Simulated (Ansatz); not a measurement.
## Run report: PtSe, single-point calculation (part 1 of 2)

The run: single-point calculation of PtSe (F-43m, 2 atoms in the cell). Method and program: DFT PBE+U+J, scalar-relativistic, plane waves, PAW, U = 7 eV, J = 0.9 eV on Pt atom 1 d, spin-polarised (Ansatz 0.2.0).

The structure was built on a prototype by a generator; it need not be a known phase. It belongs to a series of runs on one base structure; here: from atoms, default search. Figures and captions count atoms from 1; the log counts them from 0 in places.

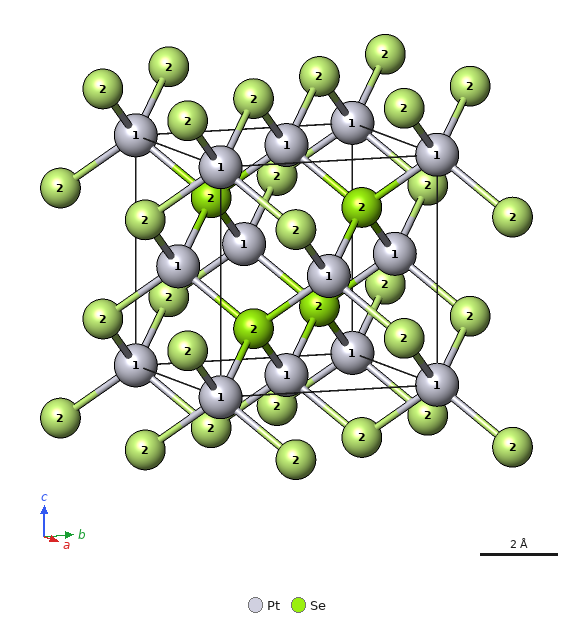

Fig. 1: The structure (ball-and-stick view of the cell 4 times as large as that of the calculation, set on its symmetry axes, seen slightly off an axis; neighbours outside the cell are drawn fainter; atoms are numbered from 1 in the order of the input). An atom can appear more than once, as a periodic image. Near neighbours in the periodic cell (some may lie outside the picture): Pt has 4 Se at 2.63 Å; Se has 4 Pt at 2.63 Å.

**Results in brief**

- outcome: converged
- space group (tolerance 0.01 Å): F-43m (216)
- electrons treated: 34
- free energy: −17989.1085 eV
- Fermi energy: 7.589 eV
- gap on the k-point mesh: none (metallic)
- net moment of the cell: 0.18 μB
- integrated absolute moment: 0.18 μB
- pressure: −10.19 GPa
- largest force (length of the vector): under 0.001 eV/Å
- hardware: 2 threads of Intel Xeon (Sapphire Rapids), 16 GiB of memory available, shared host
- wall time: 9.5 s (CPU time 18 s)
- peak memory: 0.41 GiB

**Notes**

The program warns: the state was not tested for a lower one. Spin–orbit coupling is left out, which matters for Pt. The cell is under a tension of 10.2 GPa at this level, so it is not at its equilibrium volume.

**The input**
```yaml
crystal:
  lattice:
    - [0.0, 3.03744723, 3.03744723]
    - [3.03744723, 0.0, 3.03744723]
    - [3.03744723, 3.03744723, 0.0]
  atoms:
    - { symbol: Pt, position: [0.0, 0.0, 0.0], spin: 2.0 }
    - { symbol: Se, position: [0.25, 0.25, 0.25] }
basis:
  ecutwfc: 420
  ecutrho_ratio: 4
kpoints:
  mp_grid: { grid: [5, 5, 5] }
hamiltonian:
  xc: pbe
  hubbard: { sites: [{ site: 0, l: d, u: 7.0, j: 0.9 }] }
scf:
  occupations: { method: gaussian, width: 0.05 }
output:
  forces: true
  stress: true
  eigenvalues: true
  populations: true
  hubbard: { sites: [{ site: 0, l: d }] }
  write_density: true
  write_potential: true
  elf: true
  volumetric_format: npy
magnetization:
  spin_polarized: true
```

Launched with:
```bash
ansatz run input.yaml --threads 2 --pin off --max-ram 3072MiB --backend cpu --events-out ev --progress --plain --runs-dir out
```

**Log**
```
Pt: projections on atomic orbitals take those of the free atom [Kr 4d10 4f14] 5s2 5p6 5d9 6s1, of charge +0.00 (hamiltonian.pseudopotentials.projection_atoms); the dataset's partial waves leave at most 9.1e-5 of an orbital's norm unspanned inside its sphere
Se: projections on atomic orbitals take those of the free atom [Ar] 3d10 4s2 4p4, of charge +0.00 (hamiltonian.pseudopotentials.projection_atoms); the dataset's partial waves leave at most 2.3e-6 of an orbital's norm unspanned inside its sphere
Engine: ansatz 0.2.0, x86_64-unknown-linux-gnu
Pseudopotentials: kind: paw
Pseudopotential: Pt, paw, valence charge 18, recommended cutoff 420 eV (normal), Pt.paw.azcp
Pseudopotential: Se, paw, valence charge 16, recommended cutoff 420 eV (normal), Se.paw.azcp
Functional definition: PBE
  parameter kappa = 0.804
  parameter beta = 0.06672455060314922
  exchange = pbe_x(kappa = kappa, mu = beta*pi^2/3)
  correlation = pbe_c(beta = beta)
Crystal: 2 atoms, lattice volume = 56.047 Å³
Basis set: ecut = 420 eV, 1067 PW (Γ), exchange–correlation on 60×60×60 points (8 copies of the dense FFT grid, shifted against one another)
Bands: 22, of which v1, the nominal top of the filled ones, is band 17 counted from 1 (16 counted from 0)
Symmetry: 24 space group operations
Space group: F-43m (ITA 216), of the structure as read, at distance tolerance 3.8e-5 Å
Magnetic group: BNS 216.74 (UNI 1576), of the structure as read, at distance tolerance 3.8e-5 Å
k-points: 10 of 125 (time reversal used)
Non-local potential: Pt, projectors of the file, l = 0: 3, l = 1: 2, l = 2: 2, l = 3: 1
Non-local potential: Se, projectors of the file, l = 0: 2, l = 1: 2, l = 2: 3, l = 3: 1
PAW form: soft (Blöchl's): semilocal exchange-correlation on the pseudo side does not see the compensation charge
PAW one-centre angular grid: Pt, 590 points (default); XC on 64 Gauss nodes
PAW one-centre angular grid: Se, 590 points (default); XC on 64 Gauss nodes
Initial density: superposition of atomic densities (chi_scale 0.1, normalization cell)
Starting moments: Σ|m| = 2 μB on 1 of 2 sites
Initial wavefunctions: pseudopotential atomic-orbital guess
Functional: x = pbe(κ = 0.804, μ = 0.2195149727645171), c = pbe(β = 0.06672455060314922)
iter 1 solved again at ethr=6.90e-4 eV; its pass at ethr=3.10e-3 eV (dr2=2.35e-1 eV) is discarded
SCF iter   1: F=—  HF=-17988.360286 eV  |F-HF|=—  |Δ(HF+E_count)|=         —  Δρ=4.94e-2 (↑4.94e-2 ↓4.04e-2)  dr2=2.39e-1  dr2_m=9.71e-1  M=1.056 μB ∫|m|=1.065 μB  β_m=0.30  ethr=6.90e-4  ⟨swp⟩=1.0  Hψ=2445  notcnv=0
preconditioner: auto → none  [insulator: Δε(μ)=0.136 eV  Ē_g=10.080 eV  σ=0.050 eV  W_gap=0.59  n_scr=14 (ndim 8)  ℏωp=19.8 eV  f_vac=0.156  D(μ)=2.21/eV (n_scr^D=14)  ε∞_Penn≈4.9]
SCF iter   2: F=—  HF=-17988.645667 eV  |F-HF|=—  |Δ(HF+E_count)|=   2.85e-1  Δρ=3.56e-2 (↑3.27e-2 ↓3.56e-2)  dr2=9.02e-2  dr2_m=5.72e-1  M=1.045 μB ∫|m|=1.057 μB  β_m=0.30  ethr=6.90e-4  ⟨swp⟩=2.0  Hψ=591  notcnv=0
SCF iter   3: F=—  HF=-17988.830565 eV  |F-HF|=—  |Δ(HF+E_count)|=   1.85e-1  Δρ=2.65e-2 (↑2.52e-2 ↓2.65e-2)  dr2=3.40e-2  dr2_m=3.31e-1  M=0.961 μB ∫|m|=0.973 μB  β_m=0.30  ethr=2.65e-4  ⟨swp⟩=2.0  Hψ=636  notcnv=0  defer=15
SCF iter   4: F=—  HF=-17988.943515 eV  |F-HF|=—  |Δ(HF+E_count)|=   1.13e-1  Δρ=2.01e-2 (↑2.01e-2 ↓1.78e-2)  dr2=1.09e-2  dr2_m=1.83e-1  M=0.919 μB ∫|m|=0.930 μB  β_m=0.30  ethr=1.00e-4  ⟨swp⟩=2.0  Hψ=717  notcnv=0  defer=16
SCF iter   5: F=—  HF=-17989.013677 eV  |F-HF|=—  |Δ(HF+E_count)|=   7.02e-2  Δρ=1.77e-2 (↑1.24e-2 ↓1.77e-2)  dr2=3.57e-2  dr2_m=1.15e-1  M=0.896 μB ∫|m|=0.909 μB  β_m=0.30  ethr=3.20e-5  ⟨swp⟩=2.1  Hψ=791  notcnv=0  defer=22
SCF iter   6: F=—  HF=-17989.046847 eV  |F-HF|=—  |Δ(HF+E_count)|=   3.32e-2  Δρ=1.17e-2 (↑1.03e-2 ↓1.17e-2)  dr2=3.01e-3  dr2_m=6.21e-2  M=0.896 μB ∫|m|=0.909 μB  β_m=0.30  ethr=3.20e-5  ⟨swp⟩=2.0  Hψ=687  notcnv=0  defer=20
SCF iter   7: F=—  HF=-17989.068773 eV  |F-HF|=—  |Δ(HF+E_count)|=   2.19e-2  Δρ=9.20e-3 (↑7.49e-3 ↓9.20e-3)  dr2=4.59e-3  dr2_m=3.56e-2  M=0.894 μB ∫|m|=0.908 μB  β_m=0.30  ethr=8.85e-6  ⟨swp⟩=1.6  Hψ=479  notcnv=0  defer=20
SCF iter   8: F=—  HF=-17989.081130 eV  |F-HF|=—  |Δ(HF+E_count)|=   1.24e-2  Δρ=7.21e-3 (↑5.59e-3 ↓7.21e-3)  dr2=4.14e-3  dr2_m=2.09e-2  M=0.884 μB ∫|m|=0.898 μB  β_m=0.30  ethr=8.85e-6  ⟨swp⟩=1.4  Hψ=465  notcnv=0  defer=20
Mixer restart at iter 8: flushing history
spin-set hold released at iteration 8 (site moments contracting): the magnetisation degrees of freedom join the quasi-Newton model from the next iteration; the mixer history was flushed
SCF iter   9: F=—  HF=-17989.087574 eV  |F-HF|=—  |Δ(HF+E_count)|=   6.44e-3  Δρ=4.90e-3 (↑4.90e-3 ↓4.69e-3)  dr2=9.83e-5  dr2_m=1.18e-2  M=0.876 μB ∫|m|=0.890 μB  β_m=0.60  ethr=8.85e-6  ⟨swp⟩=2.0  Hψ=551  notcnv=0  defer=20
SCF iter  10: F=—  HF=-17989.103323 eV  |F-HF|=—  |Δ(HF+E_count)|=   1.57e-2  Δρ=5.13e-3 (↑1.78e-3 ↓5.13e-3)  dr2=2.80e-2  dr2_m=4.08e-3  M=0.766 μB ∫|m|=0.779 μB  β_m=0.60  ethr=2.89e-7  ⟨swp⟩=3.0  Hψ=922  notcnv=0  defer=20
SCF iter  11: F=—  HF=-17989.100718 eV  |F-HF|=—  |Δ(HF+E_count)|=   2.61e-3  Δρ=1.34e-3 (↑1.29e-3 ↓1.34e-3)  dr2=1.37e-4  dr2_m=8.74e-4  M=0.722 μB ∫|m|=0.735 μB  β_m=0.80  ethr=2.89e-7  ⟨swp⟩=3.0  Hψ=1061  notcnv=0  defer=20
SCF iter  12: F=—  HF=-17989.102780 eV  |F-HF|=—  |Δ(HF+E_count)|=   2.06e-3  Δρ=7.72e-4 (↑6.94e-4 ↓7.72e-4)  dr2=1.95e-4  dr2_m=2.51e-4  M=0.672 μB ∫|m|=0.684 μB  β_m=0.90  ethr=2.89e-7  ⟨swp⟩=2.0  Hψ=786  notcnv=0  defer=20
SCF iter  13: F=—  HF=-17989.103428 eV  |F-HF|=—  |Δ(HF+E_count)|=   6.49e-4  Δρ=1.62e-4 (↑1.62e-4 ↓9.22e-5)  dr2=4.84e-6  dr2_m=7.64e-6  M=0.623 μB ∫|m|=0.634 μB  β_m=0.91  ethr=2.89e-7  ⟨swp⟩=2.0  Hψ=742  notcnv=0  defer=20
SCF iter  14: F=—  HF=-17989.103460 eV  |F-HF|=—  |Δ(HF+E_count)|=   3.19e-5  Δρ=1.08e-4 (↑9.39e-5 ↓1.08e-4)  dr2=1.29e-6  dr2_m=4.80e-6  M=0.611 μB ∫|m|=0.621 μB  β_m=0.94  ethr=1.42e-8  ⟨swp⟩=2.2  Hψ=743  notcnv=0  defer=20
SCF iter  15: F=—  HF=-17989.103492 eV  |F-HF|=—  |Δ(HF+E_count)|=   3.19e-5  Δρ=1.04e-4 (↑1.04e-4 ↓8.91e-5)  dr2=3.07e-7  dr2_m=4.73e-6  M=0.594 μB ∫|m|=0.604 μB  β_m=0.97  ethr=3.80e-9  ⟨swp⟩=2.8  Hψ=887  notcnv=0  defer=20
SCF iter  16: F=—  HF=-17989.103535 eV  |F-HF|=—  |Δ(HF+E_count)|=   4.26e-5  Δρ=1.08e-4 (↑1.08e-4 ↓1.04e-4)  dr2=2.17e-7  dr2_m=5.65e-6  M=0.571 μB ∫|m|=0.580 μB  β_m=0.23  ethr=9.04e-10  ⟨swp⟩=3.0  Hψ=900  notcnv=0  defer=20
SCF iter  17: F=—  HF=-17989.103596 eV  |F-HF|=—  |Δ(HF+E_count)|=   6.09e-5  Δρ=1.39e-4 (↑1.38e-4 ↓1.39e-4)  dr2=7.99e-7  dr2_m=9.65e-6  M=0.542 μB ∫|m|=0.551 μB  β_m=0.89  ethr=6.37e-10  ⟨swp⟩=3.0  Hψ=906  notcnv=0  defer=20
SCF iter  18: F=—  HF=-17989.103520 eV  |F-HF|=—  |Δ(HF+E_count)|=   7.54e-5  Δρ=9.93e-5 (↑9.84e-5 ↓9.93e-5)  dr2=2.83e-7  dr2_m=4.97e-6  M=0.578 μB ∫|m|=0.588 μB  β_m=0.94  ethr=6.37e-10  ⟨swp⟩=3.1  Hψ=937  notcnv=0  defer=20
SCF iter  19: F=—  HF=-17989.103492 eV  |F-HF|=—  |Δ(HF+E_count)|=   2.85e-5  Δρ=9.53e-5 (↑9.26e-5 ↓9.53e-5)  dr2=4.74e-7  dr2_m=4.48e-6  M=0.594 μB ∫|m|=0.604 μB  β_m=0.04  ethr=6.37e-10  ⟨swp⟩=3.0  Hψ=890  notcnv=0  defer=20
SCF iter  20: F=—  HF=-17989.103536 eV  |F-HF|=—  |Δ(HF+E_count)|=   4.38e-5  Δρ=1.04e-4 (↑1.04e-4 ↓1.04e-4)  dr2=2.28e-7  dr2_m=5.48e-6  M=0.569 μB ∫|m|=0.579 μB  β_m=0.34  ethr=6.37e-10  ⟨swp⟩=3.0  Hψ=906  notcnv=0  defer=20
SCF iter  21: F=—  HF=-17989.103670 eV  |F-HF|=—  |Δ(HF+E_count)|=   1.34e-4  Δρ=1.66e-4 (↑1.35e-4 ↓1.66e-4)  dr2=1.93e-6  dr2_m=1.07e-5  M=0.512 μB ∫|m|=0.520 μB  β_m=0.54  ethr=6.37e-10  ⟨swp⟩=3.5  Hψ=1170  notcnv=0  defer=20  recentre
SCF iter  22: F=—  HF=-17989.103686 eV  |F-HF|=—  |Δ(HF+E_count)|=   1.63e-5  Δρ=1.95e-4 (↑1.44e-4 ↓1.95e-4)  dr2=3.02e-6  dr2_m=1.32e-5  M=0.505 μB ∫|m|=0.513 μB  β_m=0.12  ethr=6.37e-10  ⟨swp⟩=2.2  Hψ=776  notcnv=0  defer=20
SCF iter  23: F=—  HF=-17989.103614 eV  |F-HF|=—  |Δ(HF+E_count)|=   7.23e-5  Δρ=1.36e-4 (↑1.15e-4 ↓1.36e-4)  dr2=8.02e-7  dr2_m=7.88e-6  M=0.535 μB ∫|m|=0.543 μB  β_m=0.40  ethr=6.37e-10  ⟨swp⟩=3.0  Hψ=906  notcnv=0  defer=20
SCF iter  24: F=—  HF=-17989.103324 eV  |F-HF|=—  |Δ(HF+E_count)|=   2.90e-4  Δρ=2.49e-4 (↑2.43e-4 ↓2.49e-4)  dr2=3.24e-6  dr2_m=3.07e-5  M=0.647 μB ∫|m|=0.658 μB  β_m=0.23  ethr=6.37e-10  ⟨swp⟩=4.0  Hψ=1222  notcnv=0  defer=20  recentre
SCF iter  25: F=—  HF=-17989.103565 eV  |F-HF|=—  |Δ(HF+E_count)|=   2.41e-4  Δρ=1.18e-4 (↑1.16e-4 ↓1.18e-4)  dr2=8.14e-7  dr2_m=6.93e-6  M=0.556 μB ∫|m|=0.565 μB  β_m=0.62  ethr=6.37e-10  ⟨swp⟩=4.0  Hψ=1222  notcnv=0  defer=23
SCF iter  26: F=—  HF=-17989.103448 eV  |F-HF|=—  |Δ(HF+E_count)|=   1.17e-4  Δρ=1.10e-4 (↑1.07e-4 ↓1.10e-4)  dr2=6.43e-7  dr2_m=6.01e-6  M=0.616 μB ∫|m|=0.627 μB  β_m=0.81  ethr=6.37e-10  ⟨swp⟩=3.2  Hψ=1091  notcnv=0  defer=23
SCF iter  27: F=—  HF=-17989.103371 eV  |F-HF|=—  |Δ(HF+E_count)|=   7.74e-5  Δρ=1.94e-4 (↑1.89e-4 ↓1.94e-4)  dr2=2.16e-6  dr2_m=1.86e-5  M=0.640 μB ∫|m|=0.650 μB  β_m=0.90  ethr=6.37e-10  ⟨swp⟩=3.0  Hψ=914  notcnv=0  defer=23  recentre
SCF iter  28: F=—  HF=-17989.103414 eV  |F-HF|=—  |Δ(HF+E_count)|=   4.39e-5  Δρ=1.42e-4 (↑1.39e-4 ↓1.42e-4)  dr2=1.15e-6  dr2_m=1.00e-5  M=0.629 μB ∫|m|=0.639 μB  β_m=0.72  ethr=6.37e-10  ⟨swp⟩=3.0  Hψ=888  notcnv=0  defer=23
SCF iter  29: F=—  HF=-17989.103473 eV  |F-HF|=—  |Δ(HF+E_count)|=   5.85e-5  Δρ=9.91e-5 (↑9.71e-5 ↓9.91e-5)  dr2=5.82e-7  dr2_m=4.87e-6  M=0.604 μB ∫|m|=0.615 μB  β_m=0.79  ethr=6.37e-10  ⟨swp⟩=3.0  Hψ=914  notcnv=0  defer=23
SCF iter  30: F=—  HF=-17989.103511 eV  |F-HF|=—  |Δ(HF+E_count)|=   3.86e-5  Δρ=1.00e-4 (↑9.82e-5 ↓1.00e-4)  dr2=5.90e-7  dr2_m=4.98e-6  M=0.583 μB ∫|m|=0.593 μB  β_m=0.90  ethr=6.37e-10  ⟨swp⟩=3.0  Hψ=906  notcnv=0  defer=23
SCF iter  31: F=—  HF=-17989.103561 eV  |F-HF|=—  |Δ(HF+E_count)|=   4.91e-5  Δρ=1.20e-4 (↑1.15e-4 ↓1.20e-4)  dr2=8.68e-7  dr2_m=7.00e-6  M=0.558 μB ∫|m|=0.567 μB  β_m=0.20  ethr=6.37e-10  ⟨swp⟩=3.0  Hψ=906  notcnv=0  defer=23
SCF iter  32: F=—  HF=-17989.103611 eV  |F-HF|=—  |Δ(HF+E_count)|=   5.03e-5  Δρ=1.41e-4 (↑1.35e-4 ↓1.41e-4)  dr2=1.14e-6  dr2_m=9.66e-6  M=0.536 μB ∫|m|=0.545 μB  β_m=0.67  ethr=6.37e-10  ⟨swp⟩=3.0  Hψ=924  notcnv=0  defer=23
SCF iter  33: F=—  HF=-17989.103732 eV  |F-HF|=—  |Δ(HF+E_count)|=   1.21e-4  Δρ=2.03e-4 (↑1.77e-4 ↓2.03e-4)  dr2=2.81e-6  dr2_m=1.77e-5  M=0.494 μB ∫|m|=0.502 μB  β_m=0.51  ethr=6.37e-10  ⟨swp⟩=3.1  Hψ=1002  notcnv=0  defer=23
SCF iter  34: F=—  HF=-17989.103676 eV  |F-HF|=—  |Δ(HF+E_count)|=   5.61e-5  Δρ=1.70e-4 (↑1.57e-4 ↓1.70e-4)  dr2=1.82e-6  dr2_m=1.34e-5  M=0.512 μB ∫|m|=0.520 μB  β_m=0.20  ethr=6.37e-10  ⟨swp⟩=3.0  Hψ=898  notcnv=0  defer=23
SCF iter  35: F=—  HF=-17989.103635 eV  |F-HF|=—  |Δ(HF+E_count)|=   4.12e-5  Δρ=1.51e-4 (↑1.43e-4 ↓1.51e-4)  dr2=1.33e-6  dr2_m=1.09e-5  M=0.526 μB ∫|m|=0.535 μB  β_m=0.03  ethr=6.37e-10  ⟨swp⟩=3.0  Hψ=886  notcnv=0  defer=23
SCF iter  36: F=—  HF=-17989.103648 eV  |F-HF|=—  |Δ(HF+E_count)|=   1.34e-5  Δρ=1.57e-4 (↑1.50e-4 ↓1.57e-4)  dr2=1.47e-6  dr2_m=1.19e-5  M=0.522 μB ∫|m|=0.530 μB  β_m=0.02  ethr=6.37e-10  ⟨swp⟩=2.0  Hψ=742  notcnv=0  defer=23
SCF iter  37: F=—  HF=-17989.103584 eV  |F-HF|=—  |Δ(HF+E_count)|=   6.41e-5  Δρ=1.56e-4 (↑1.18e-4 ↓1.56e-4)  dr2=1.74e-6  dr2_m=8.89e-6  M=0.544 μB ∫|m|=0.553 μB  β_m=0.05  ethr=6.37e-10  ⟨swp⟩=3.0  Hψ=905  notcnv=0  defer=23
SCF iter  38: F=—  HF=-17989.103423 eV  |F-HF|=—  |Δ(HF+E_count)|=   1.60e-4  Δρ=2.00e-4 (↑9.84e-5 ↓2.00e-4)  dr2=3.54e-6  dr2_m=9.68e-6  M=0.617 μB ∫|m|=0.628 μB  β_m=0.28  ethr=6.37e-10  ⟨swp⟩=3.9  Hψ=1152  notcnv=0  defer=23
SCF iter  39: F=—  HF=-17989.103276 eV  |F-HF|=—  |Δ(HF+E_count)|=   1.47e-4  Δρ=3.15e-4 (↑2.75e-4 ↓3.15e-4)  dr2=6.20e-6  dr2_m=4.30e-5  M=0.651 μB ∫|m|=0.662 μB  β_m=0.05  ethr=6.37e-10  ⟨swp⟩=3.0  Hψ=997  notcnv=0  defer=23  recentre
SCF iter  40: F=—  HF=-17989.103527 eV  |F-HF|=—  |Δ(HF+E_count)|=   2.51e-4  Δρ=1.11e-4 (↑9.96e-5 ↓1.11e-4)  dr2=8.13e-7  dr2_m=5.58e-6  M=0.574 μB ∫|m|=0.584 μB  β_m=0.07  ethr=6.37e-10  ⟨swp⟩=4.0  Hψ=1196  notcnv=0  defer=23
SCF iter  41: F=—  HF=-17989.103802 eV  |F-HF|=—  |Δ(HF+E_count)|=   2.74e-4  Δρ=2.49e-4 (↑2.09e-4 ↓2.49e-4)  dr2=4.52e-6  dr2_m=2.56e-5  M=0.474 μB ∫|m|=0.482 μB  β_m=0.04  ethr=6.37e-10  ⟨swp⟩=4.0  Hψ=1238  notcnv=0  defer=23  recentre
SCF iter  42: F=—  HF=-17989.103704 eV  |F-HF|=—  |Δ(HF+E_count)|=   9.79e-5  Δρ=1.88e-4 (↑1.62e-4 ↓1.88e-4)  dr2=2.67e-6  dr2_m=1.51e-5  M=0.502 μB ∫|m|=0.510 μB  β_m=0.08  ethr=6.37e-10  ⟨swp⟩=3.0  Hψ=940  notcnv=0  defer=22
SCF iter  43: F=—  HF=-17989.103941 eV  |F-HF|=—  |Δ(HF+E_count)|=   2.37e-4  Δρ=3.56e-4 (↑2.86e-4 ↓3.56e-4)  dr2=9.30e-6  dr2_m=4.91e-5  M=0.442 μB ∫|m|=0.449 μB  β_m=0.06  ethr=6.37e-10  ⟨swp⟩=3.1  Hψ=1100  notcnv=0  defer=22  recentre
SCF iter  44: F=—  HF=-17989.103814 eV  |F-HF|=—  |Δ(HF+E_count)|=   1.27e-4  Δρ=2.58e-4 (↑2.16e-4 ↓2.58e-4)  dr2=4.96e-6  dr2_m=2.72e-5  M=0.471 μB ∫|m|=0.479 μB  β_m=0.05  ethr=6.37e-10  ⟨swp⟩=3.0  Hψ=918  notcnv=0  defer=22
SCF iter  45: F=—  HF=-17989.103865 eV  |F-HF|=—  |Δ(HF+E_count)|=   5.11e-5  Δρ=2.99e-4 (↑2.42e-4 ↓2.99e-4)  dr2=6.89e-6  dr2_m=3.50e-5  M=0.458 μB ∫|m|=0.466 μB  β_m=0.04  ethr=6.37e-10  ⟨swp⟩=3.0  Hψ=857  notcnv=0  defer=22
SCF iter  46: F=—  HF=-17989.103734 eV  |F-HF|=—  |Δ(HF+E_count)|=   1.31e-4  Δρ=2.04e-4 (↑1.76e-4 ↓2.04e-4)  dr2=3.00e-6  dr2_m=1.78e-5  M=0.493 μB ∫|m|=0.501 μB  β_m=0.01  ethr=6.37e-10  ⟨swp⟩=3.0  Hψ=916  notcnv=0  defer=22
SCF iter  47: F=—  HF=-17989.103611 eV  |F-HF|=—  |Δ(HF+E_count)|=   1.23e-4  Δρ=2.16e-4 (↑1.06e-4 ↓2.16e-4)  dr2=4.86e-6  dr2_m=1.12e-5  M=0.525 μB ∫|m|=0.534 μB  β_m=0.01  ethr=6.37e-10  ⟨swp⟩=3.5  Hψ=1005  notcnv=0  defer=22
SCF iter  48: F=—  HF=-17989.103548 eV  |F-HF|=—  |Δ(HF+E_count)|=   6.33e-5  Δρ=1.37e-4 (↑9.88e-5 ↓1.37e-4)  dr2=1.29e-6  dr2_m=6.49e-6  M=0.561 μB ∫|m|=0.570 μB  β_m=0.04  ethr=6.37e-10  ⟨swp⟩=3.0  Hψ=925  notcnv=0  defer=22
```
